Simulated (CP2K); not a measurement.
Input file:

```
&GLOBAL
  PROJECT in_workfunction
  RUN_TYPE ENERGY_FORCE
  PRINT_LEVEL LOW
&END GLOBAL
&FORCE_EVAL
  METHOD QS
  &DFT
    BASIS_SET_FILE_NAME BASIS_MOLOPT_UZH
    POTENTIAL_FILE_NAME POTENTIAL_UZH
    &MGRID
      CUTOFF 675
      REL_CUTOFF 60
      NGRIDS 4
    &END MGRID
    &QS
      METHOD GPW
      EPS_DEFAULT 1.0E-10
    &END QS
    &KPOINTS
      SCHEME MONKHORST-PACK 7 7 1
      GAMMA_CENTERED T
      SYMMETRY T
      SYMMETRY_BACKEND SPGLIB
    &END KPOINTS
    &SCF
      SCF_GUESS ATOMIC
      EPS_SCF 1.0E-6
      MAX_SCF 100
      ADDED_MOS 14
      CHOLESKY OFF
      EPS_EIGVAL 1.0E-7
      &DIAGONALIZATION ON
        ALGORITHM STANDARD
      &END DIAGONALIZATION
      &MIXING ON
        METHOD BROYDEN_MIXING
        ALPHA 0.2
        BETA 1.5
        NBUFFER 8
      &END MIXING
      &SMEAR ON
        METHOD FERMI_DIRAC
        ELECTRONIC_TEMPERATURE 580.23
      &END SMEAR
    &END SCF
    &XC
      &XC_FUNCTIONAL
        &GGA_X_B86_R
        &END GGA_X_B86_R
        &LDA_C_PW
        &END LDA_C_PW
      &END XC_FUNCTIONAL
      &VDW_POTENTIAL
        POTENTIAL_TYPE NON_LOCAL
        &NON_LOCAL
          TYPE LMKLL
          KERNEL_FILE_NAME vdW_kernel_table.dat
          CUTOFF 300
        &END NON_LOCAL
      &END VDW_POTENTIAL
    &END XC
    &PRINT
      &KPOINTS ON
      &END KPOINTS
      &MULLIKEN ON
      &END MULLIKEN
      &MO ON
        ENERGIES T
        OCCUPATION_NUMBERS T
        &EACH
          QS_SCF 0
        &END EACH
        ADD_LAST NUMERIC
      &END MO
      &LOWDIN ON
      &END LOWDIN
      &HIRSHFELD ON
        SHAPE_FUNCTION DENSITY
      &END HIRSHFELD
      &E_DENSITY_CUBE ON
        STRIDE 1
      &END E_DENSITY_CUBE
      &V_HARTREE_CUBE ON
        STRIDE 1
      &END V_HARTREE_CUBE
      &ELF_CUBE ON
        STRIDE 1
      &END ELF_CUBE
    &END PRINT
  &END DFT
  &SUBSYS
    &CELL
      A 3.3354847820 0.0000000000 0.0000000000
      B -1.6677423910 2.8886145552 0.0000000000
      C 0.0000000000 0.0000000000 23.2637143800
      PERIODIC XYZ
    &END CELL
    &COORD
      In  1.6677423910 0.9628715377 7.5000000000
      In  -0.0000000000 1.9257430175 10.2545714600
      In  1.6677423910 0.9628715377 13.0091429200
      In  -0.0000000000 1.9257430175 15.7637143800
    &END COORD
    &KIND In
      BASIS_SET TZVP-MOLOPT-PBE-GTH-q13
      POTENTIAL GTH-PBE-q13
    &END KIND
    &PRINT
      &ATOMIC_COORDINATES ON
      &END ATOMIC_COORDINATES
      &CELL ON
      &END CELL
    &END PRINT
  &END SUBSYS
  &PRINT
    &FORCES ON
    &END FORCES
  &END PRINT
&END FORCE_EVAL
```

Command:

```sh
OMP_NUM_THREADS=1 mpirun -n 4 cp2k.psmp -i in_workfunction.inp -o in_workfunction.out
```

These are results of CP2K 2026.2, Kohn-Sham DFT of a periodic cell, rev-vdW-DF2, GTH-PBE with UZH-TZVP basis, not measurements.

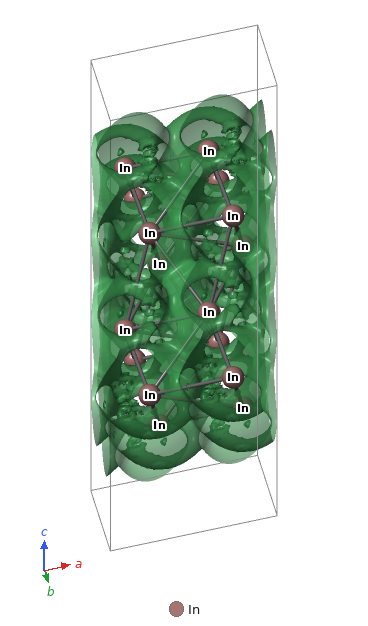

In (slab). Isosurface of the valence electron density at 0.1 e/Å³ (green), seen at an oblique angle. Sticks mark near contacts.

The density is the valence pseudo-density of a pseudopotential calculation; it isn't the true density close to the nuclei.

**What does this surface tell about the bonding?**

At this value the density is joined into sheets; it holds about 95 % of the electrons treated as valence. It bridges none of the near contacts. It is pinched off along the sampled In–In (3.34 Å) contacts. On the grid the lowest density along these lines, outside the cores, is 0.06 e/Å³ (In–In, 3.34 Å).

**Does the calculation give a band gap?**

It is gapped, with a Kohn–Sham gap of 0.62 eV on the k-point mesh (the band edges may lie off the mesh, which would make the gap smaller).
